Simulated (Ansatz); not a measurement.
**Single-point calculation of ZnSe**

System: ZnSe (4 atoms in the cell).
Method: DFT, LDA, plane waves, PAW, no spin polarisation (Ansatz 0.2.0).

The structure was built on a prototype by a generator. Some settings of this run were made unusual or wrong on purpose. The geometry comes from this level: r2SCAN.

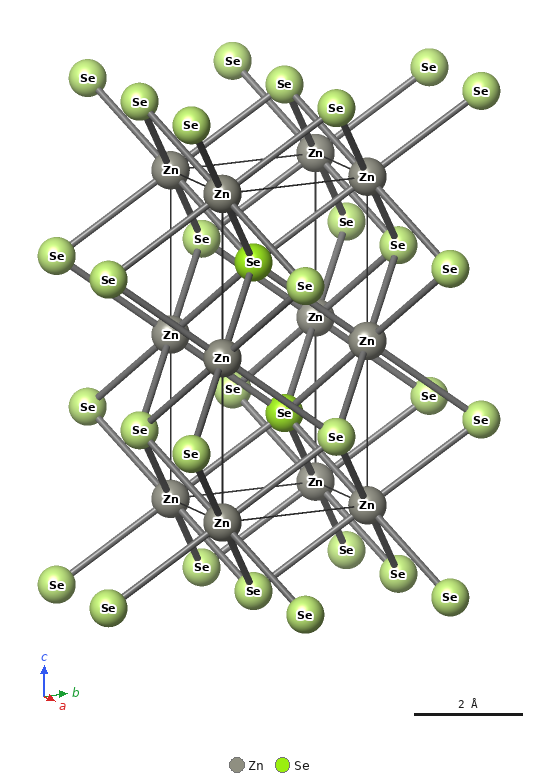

The structure as given in the input (ball-and-stick view of the cell of the calculation, seen slightly off an axis; neighbours outside the cell are drawn fainter). Near neighbours in the crystal (not all of them lie inside the picture): Zn has 6 Se at 2.67 Å; Se has 6 Zn at 2.67 Å.

**Outcome**

- outcome: converged
- space group (tolerance 0.01 Å): P6₃/mmc (194)
- electrons treated: 56
- free energy: −17244.7781 eV
- Fermi energy: 9.761 eV
- band gap: 0.02 eV
- hardware: 4 threads of AMD EPYC (Zen 3), 189 GiB of memory available, shared host
- wall time: 33 s (CPU time 66 s)
- peak memory: 0.71 GiB

**What went wrong**

Some settings of this run were drawn to be unusual or wrong. It converged; results that depend on the unusual settings are not reference values. Notes on the run: the optical spectrum is taken on partly filled bands.

**Input**
```yaml
crystal:
  lattice:
    - [3.7796697619, 0.0, 0.0]
    - [-1.889834881, 3.2732900317, 0.0]
    - [0.0, 0.0, 6.1318974053]
  atoms:
    - { symbol: Zn, position: [0.0, 0.0, 0.0] }
    - { symbol: Zn, position: [0.0, 0.0, 0.5] }
    - { symbol: Se, position: [0.3333333333, 0.6666666667, 0.25] }
    - { symbol: Se, position: [0.6666666667, 0.3333333333, 0.75] }
kpoints:
  mp_grid: { grid: [1, 1, 1] }
hamiltonian:
  xc: lda
scf:
  occupations: { method: fermi_dirac, width: 0.02 }
output:
  optics:
    e_range: [0, 20]
    de: 0.05
    sigma: 0.03
    scissors: 0
    scheme: fermi_dirac
    drude_damping: 0.1
    bands: { spectra_wanted_up_to: 20 }
```

Launched with:
```bash
ansatz run input.yaml --threads 4 --pin off --max-ram 3686MiB --backend cpu --events-out ev --progress --plain --runs-dir out
```

**Output**
```
Engine: ansatz 0.2.0, x86_64-unknown-linux-gnu
Pseudopotentials: kind: paw
Pseudopotential: Zn, paw, valence charge 12, recommended cutoff 420 eV (normal), Zn.paw.azcp
Pseudopotential: Se, paw, valence charge 16, recommended cutoff 420 eV (normal), Se.paw.azcp
Functional definition: SPW92
  exchange = slater_x
  correlation = pw_c
Crystal: 4 atoms, lattice volume = 75.864 Å³
Basis set: ecut = 420 eV, 1473 PW (Γ)
Bands: 34, of which v1, the nominal top of the filled ones, is band 28 counted from 1 (27 counted from 0)
Symmetry: 24 space group operations
Space group: P63/mmc (ITA 194), of the structure as read, at distance tolerance 4.2e-5 Å
k-points: 1
Non-local potential: Zn, projectors of the file, l = 0: 2, l = 1: 2, l = 2: 3, l = 3: 1
Non-local potential: Se, projectors of the file, l = 0: 2, l = 1: 2, l = 2: 3, l = 3: 1
PAW form: soft (Blöchl's): semilocal exchange-correlation on the pseudo side does not see the compensation charge
PAW frozen core: Zn, regenerated for the run's functional, and the local potential with it (the file was generated under x = pbe(κ = 0.804, μ = 0.2195149727645171), c = pbe(β = 0.06672455060314922))
PAW frozen core: Se, regenerated for the run's functional, and the local potential with it (the file was generated under x = pbe(κ = 0.804, μ = 0.2195149727645171), c = pbe(β = 0.06672455060314922))
PAW one-centre angular grid: Zn, 590 points (default); XC on 64 Gauss nodes
PAW one-centre angular grid: Se, 590 points (default); XC on 64 Gauss nodes
Initial density: superposition of atomic densities (neutral atoms: chi_scale 0, normalization atom), corrected by the library's trained network
Initial wavefunctions: pseudopotential atomic-orbital guess
Functional: x = slater, c = lda
SCF iter   1: F=—  HF=-17245.828292 eV  |F-HF|=—  |Δ(HF+E_count)|=         —  Δρ=5.53e-2  dr2=3.56e0  ethr=1.77e-3  ⟨swp⟩=10.0  Hψ=146  notcnv=0
preconditioner: auto → Resta (q_TF=auto, 2.594 Å⁻¹)  ε∞=6.8  [insulator: Δε(μ)=0.402 eV  Ē_g=10.660 eV  σ=0.020 eV  W_gap=1.00  n_scr=22 (ndim 8)  ℏωp=25.6 eV  f_vac=0.013  D(μ)=0.01/eV (n_scr^D=0)  ε∞_Penn≈6.8]
SCF iter   2: F=—  HF=-17244.899838 eV  |F-HF|=—  |Δ(HF+E_count)|=   9.28e-1  Δρ=1.89e-2  dr2=3.89e-1  ethr=1.77e-3  ⟨swp⟩=2.0  Hψ=64  notcnv=0  defer=1
preconditioner: auto → LDOS  [insulator: Δε(μ)=0.049 eV  Ē_g=10.931 eV  σ=0.020 eV  W_gap=0.53  n_scr=22 (ndim 8)  ℏωp=25.6 eV  f_vac=0.021  D(μ)=48.04/eV (n_scr^D=1556)  ε∞_Penn≈6.5  β→1.0]
SCF iter   3: F=—  HF=-17244.885763 eV  |F-HF|=—  |Δ(HF+E_count)|=   1.41e-2  Δρ=3.28e-2  dr2=3.82e-1  ethr=6.95e-4  ⟨swp⟩=2.0  Hψ=75  notcnv=0  defer=1
SCF iter   4: F=—  HF=-17244.792707 eV  |F-HF|=—  |Δ(HF+E_count)|=   9.31e-2  Δρ=1.13e-2  dr2=7.33e-2  ethr=6.83e-4  ⟨swp⟩=2.0  Hψ=54  notcnv=0  defer=1
SCF iter   5: F=—  HF=-17244.777983 eV  |F-HF|=—  |Δ(HF+E_count)|=   1.47e-2  Δρ=1.97e-3  dr2=5.74e-3  ethr=1.31e-4  ⟨swp⟩=2.0  Hψ=62  notcnv=0  defer=1
SCF iter   6: F=—  HF=-17244.779632 eV  |F-HF|=—  |Δ(HF+E_count)|=   1.65e-3  Δρ=6.19e-3  dr2=2.47e-2  ethr=1.03e-5  ⟨swp⟩=2.0  Hψ=44  notcnv=0  defer=1
SCF iter   7: F=—  HF=-17244.778484 eV  |F-HF|=—  |Δ(HF+E_count)|=   1.15e-3  Δρ=1.96e-3  dr2=4.39e-3  ethr=1.03e-5  ⟨swp⟩=2.0  Hψ=43  notcnv=0  defer=1
SCF iter   8: F=—  HF=-17244.778139 eV  |F-HF|=—  |Δ(HF+E_count)|=   3.45e-4  Δρ=8.59e-4  dr2=8.58e-4  ethr=7.85e-6  ⟨swp⟩=1.0  Hψ=33  notcnv=0  defer=1
SCF iter   9: F=—  HF=-17244.778075 eV  |F-HF|=—  |Δ(HF+E_count)|=   6.34e-5  Δρ=3.23e-4  dr2=1.01e-4  ethr=1.53e-6  ⟨swp⟩=1.0  Hψ=33  notcnv=0  defer=1
SCF iter  10: F=—  HF=-17244.778073 eV  |F-HF|=—  |Δ(HF+E_count)|=   1.99e-6  Δρ=3.47e-5  dr2=9.55e-7  ethr=1.81e-7  ⟨swp⟩=2.0  Hψ=35  notcnv=0  defer=1
SCF iter  11: F=—  HF=-17244.778075 eV  |F-HF|=—  |Δ(HF+E_count)|=   1.25e-6  Δρ=4.02e-6  dr2=8.08e-9  ethr=1.70e-9  ⟨swp⟩=2.0  Hψ=62  notcnv=0  defer=1
SCF iter  12: F=—  HF=-17244.778075 eV  |F-HF|=—  |Δ(HF+E_count)|=   5.86e-9  Δρ=1.64e-6  dr2=1.05e-9  ethr=1.44e-11  ⟨swp⟩=2.0  Hψ=62  notcnv=0  defer=1
SCF iter  13: F=—  HF=-17244.778075 eV  |F-HF|=—  |Δ(HF+E_count)|=  2.91e-10  Δρ=1.35e-7  dr2=7.06e-12  ethr=1.00e-12  ⟨swp⟩=9.0  Hψ=144  notcnv=0
SCF iter  14: F=-17244.778075 eV  HF=-17244.778075 eV  |F-HF|=3.64e-12  |Δ(HF+E_count)|=  3.64e-12  Δρ=3.61e-8  dr2=6.69e-13  ethr=1.00e-12  ⟨swp⟩=3.0  Hψ=89  notcnv=0
SCF 1 converged in 14 iterations: F = -17244.778075 eV  dr2 = 6.69e-13
  greatest PAW one-centre occupation: 1.000 electrons in one spin orbital (limit 2), on the Se atom at site 2 (counted from 0), in its partial waves of l = 2
```

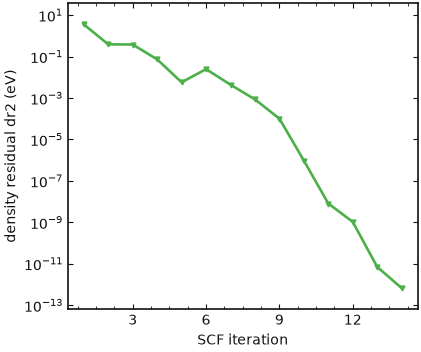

Convergence of the self-consistent field: density residual dr2 against the SCF iteration. The residual comes down, with one marked jump up, by a factor of about 4, at step 6.

```
NSCF: frozen V_eff on 1 k-points
Optics k sum: 0 of 1 k-points
Optics k sum: 1 of 1 k-points
Optics k sum: 0 of 1 k-points
Optics k sum: 1 of 1 k-points
Optics k sum: 0 of 1 k-points
Optics k sum: 1 of 1 k-points
Optics k sum: 0 of 1 k-points
Optics k sum: 1 of 1 k-points
Optics k sum: 0 of 1 k-points
Optics k sum: 1 of 1 k-points
WARN: output.optics: on 251 of the rows wanted, those up to 20.000 eV, the energy-loss function is not bounded in the bands left out, and is left empty along some axis. In full: what the bands over the 68 summed would add to eps1, eps2 and the energy-loss function is held between a lower and an upper bound (10 Lanczos steps). eps1, eps2 and their loss function (loss_summed_bands) are given on every row as the summed bands alone make them. Along an axis, on a row where the two bounds hold the loss function to about 1 % of the greater of itself and 0.5 % of |1/eps|, its cell (loss_completed) is given, with the completed eps1 and eps2 that it is formed of (a cell that is left empty reads nan in the table and null in the record). The two bounds hold it so along every axis on 149 of the 400 rows up to 20.000 eV; on the other 251, the lowest at 7.500 eV, those cells are left empty along some axis; the steps ended with no row wanted left that a further step could bound, as where the summed bands' own error is too great, or, of a sum inside the cells of its k-points, where these part, or are assumed to part, too far in what the bands left out add (a denser output.optics.nscf_kmesh narrows that). The run works to bound the rows up to 20.000 eV and no higher ones: a peak of the loss function over that energy may be left empty with no warning. To have the run work for it, set output.optics.bands.spectra_wanted_up_to to a higher energy. perfect_screening_sum, loss_f_sum_n_eff and, beside carriers, perfect_screening_limit are those of loss_summed_bands: over the bounded function the two sums would run over rows that are not all bounded, and lack what the bands left out lay past the top of the energy grid. Bounded is said of the bands left out alone, which are those that the basis at basis.ecutwfc holds: it says nothing of that cutoff, of the k-point mesh, of what the sum inside its cells errs by (eps2_relative_error), of the factors of all_electron_strengths, nor of how far the SCF is converged. The bands left out are taken at the k-points, and what their mean over the points' cells stands off that by is in neither bound: what is assumed of it, which the test of a row counts in, is 0.50 % of |eps| at the most among the values given; a lone k-point or star has no spread of its own, and two or three are taken to part by no less than one; an output.optics.nscf_kmesh whose points fall into four stars or more gives its own (unshifted, two points a side of a simple cubic cell, which gave two of 64 atoms their empty rows back, and three of a face- or body-centred one)
SCF converged after 14 iterations
Free energy (F): -17244.778075 eV
Harris-Foulkes:  -17244.778075 eV  (|F-HF|=3.64e-12)
Internal energy: -17244.704069 eV  (E = F + TS)
E sigma→0 (E₀):  -17244.741072 eV
Entropy (-TS):   -0.074006 eV (-18.502 meV/atom)
Fermi energy:    9.760545 eV
--- Per-component energies (eV) ---
  E_band       = -595.419088
  E_kinetic    = 532.349853
  E_local      = -7756.367073  (includes V_loc(G=0)·N_el)
  E_nonlocal   = 48.728383
  E_hartree    = 3625.568775
  E_xc         = -483.188856
  E_vxc        = -310.411696  (∫ρ·V_xc dr)
  E_paw        = -7162.146109  (= ΣΔE_a)
  E_vpaw       = -360.854088  (= ΣTr[D̂ρ^β])
  E_aug_tail   = -0.001980  (compensation charges beyond the density's cutoff)
  E_ewald      = -6057.196069
  E_core_change = 7.549007  (= ΣΔE_core)
  E_smearing   = -0.074006  (= −TS)
  E_closure    = 0.000000  (closes the sum)
  Σ components = -17244.778075   (vs F -17244.778075, Δ=0.00e0)
--- Band table (eV) ---
  k-point 0: bands = ["-36.1851", "-36.1848", "-36.1468", "-36.1468", "-36.1462", "-36.1462", "-36.0426", "-36.0426", "-36.0425", "-36.0425", "-4.0848", "-2.4464", "1.6808", "1.6937", "1.7276", "1.7276", "1.9491", "1.9491", "1.9867", "1.9867", "2.0748", "2.0748", "3.5272", "9.2812", "9.2812", "9.5172", "9.7403", "9.7403", "9.7579", "12.2280", "15.3557", "15.3557", "16.6741", "16.6741"]
```

**File optics_head.txt**
```
# E[eV]	eps2_interband_xx	eps2_interband_yy	eps2_interband_zz	eps2_interband_xy	eps2_interband_xz	eps2_interband_yz	eps1_interband_xx	eps1_interband_yy	eps1_interband_zz	eps1_interband_xy	eps1_interband_xz	eps1_interband_yz	eps2_xx	eps2_yy	eps2_zz	eps2_xy	eps2_xz	eps2_yz	eps1_xx	eps1_yy	eps1_zz	eps1
# format = ansatz-optics/6
# intraband_term = drude
# n_periodic_directions = 3
# eps1_interband_at_0(xx yy zz xy xz yz) = 29.986073 29.986073 27.935979 0.000000 0.000000 0.000000
# eps1_interband_at_0_completed(xx yy zz) = 30.067909 30.067909 28.016776
# k_sum = mesh_cells
# eps2_relative_error = 0.1466
# drude_weight_relative_error = 0.5807
# eps1_interband_at_0_relative_error = 0.4531
# f_sum_interband_n_eff(xx yy zz) = 22.328820 22.328820 21.921933
# f_sum_interband_n_eff_momentum_only(xx yy zz) = 16.656426 16.656426 17.856854
# fermi_ev = 9.822381
# fermi_mp_grid = 1 1 1
# fermi_mp_shift = 0 0 0
# occupation_method = fermi_dirac
# smearing_width_ev = 2e-2
# drude_damping_ev = 1e-1
# drude_plasma_energy_squared_ev2(xx yy zz xy xz yz) = 11.893701 11.893701 8.958703 0.000000 -0.000000 -0.000000
# drude_plasma_energy_ev(xx yy zz) = 3.448725 3.448725 2.993109
# f_sum_intraband_n_eff(xx yy zz) = 0.654388 0.654388 0.492906
# unresolved_interband_energy_squared_ev2(xx yy zz xy xz yz) = 0.000000 0.000000 0.000000 0.000000 0.000000 0.000000
# f_sum_unresolved_interband_n_eff(xx yy zz) = 0.000000 0.000000 0.000000
# f_sum_n_eff(xx yy zz) = 22.983208 22.983208 22.414838 of n_electrons = 56.000000
# loss_f_sum_n_eff(xx yy zz) = 22.855274 22.855274 22.282306
# perfect_screening_sum(xx yy zz) = 1.000000 1.000000 1.000000
# perfect_screening_sum_on_rows(xx yy zz) = 0.999955 0.999955 0.999990
# perfect_screening_limit(xx yy zz) = 1.000000 1.000000 1.000000
# the maxima of the summed bands' own loss function (the loss_summed_bands columns) are measured between the rows too: peak_sampling_summed_bands says what part of their heights the rows count for, and missed_extrema_summed_bands lists those of which they count for under four fifths, the half width
# peak_sampling_summed_bands_xx(least_part_sampled least_sampled_at_ev n_extrema n_missed) = 8.959836e-1 0.7179400372021478 25 0
# peak_sampling_summed_bands_yy(least_part_sampled least_sampled_at_ev n_extrema n_missed) = 8.959836e-1 0.7179400372021482 25 0
# peak_sampling_summed_bands_zz(least_part_sampled least_sampled_at_ev n_extrema n_missed) = 8.998010e-1 0.5768119603234105 15 0
# peak_sampling_completed and missed_extrema_completed say the same of the loss function that is bounded in the bands left out (the loss_completed columns), of its maxima between two points that are bounded alone
# peak_sampling_completed_xx(least_part_sampled least_sampled_at_ev n_extrema n_missed) = 9.960288e-1 5.279764836340652 11 0
# peak_sampling_completed_yy(least_part_sampled least_sampled_at_ev n_extrema n_missed) = 9.960288e-1 5.279764836340651 11 0
# peak_sampling_completed_zz(least_part_sampled least_sampled_at_ev n_extrema n_missed) = 8.935321e-1 0.5760051450875613 8 0
# n_bands = 68
# n_bands_set_by = photon_energy
# the loss_summed_bands columns' heights are not shown to be converged in n_bands (drawn for output.optics.bands)
# valid_up_to_ev = 23.560136
# evaluated_top_ev = 82.800000
# all_electron_strengths = true
# band_completion = completed
# the eps1, eps2 and loss_summed_bands columns, and eps_inf_summed_bands or eps1_interband_at_0, are the summed bands' own on every row. eps_inf is eps_inf_completed where that is given along all three axes. loss_summed_bands is the loss function of that eps1 and eps2 (beside carriers the total's).
# response = whole
# tolerance = 0.01
# method = lanczos_chains
# lanczos_steps = 10
# chains_run = together
# ended_by = wanted_rows_settled
# boundable_up_to_ev = 23.650136
# wanted_up_to_ev = 20.000000
# the run works to bound the rows up to wanted_up_to_ev and no higher ones, so that a peak of the completed columns over that energy may read nan with no warning: a higher spectra_wanted_up_to under output.optics.bands (a deck at auto types it in the place of auto) has the run work for it too
# change_inside_cells = 0.0050 (assumed)
# the bands left out are taken at the k-points, and what their mean over the points' cells stands off that by is in neither bound: this much, as a part of |eps| at the most among the values given, which the test of a row counts in (under method = linear_solves it holds an estimate of how far a sum a
# bound_at_0(xx yy zz) = bounded bounded bounded
# rows_by_bound_xx(bounded bounds_too_wide limited_by_band_error limited_by_mesh_spread above_boundable_range not_finite) = 158 0 0 242 0 0
# rows_by_bound_yy(bounded bounds_too_wide limited_by_band_error limited_by_mesh_spread above_boundable_range not_finite) = 158 0 0 242 0 0
# rows_by_bound_zz(bounded bounds_too_wide limited_by_band_error limited_by_mesh_spread above_boundable_range not_finite) = 149 0 0 251 0 0
# bounded_ranges_ev_xx = 0.050000-7.900000
# bounded_ranges_ev_yy = 0.050000-7.900000
# bounded_ranges_ev_zz = 0.050000-7.450000
```
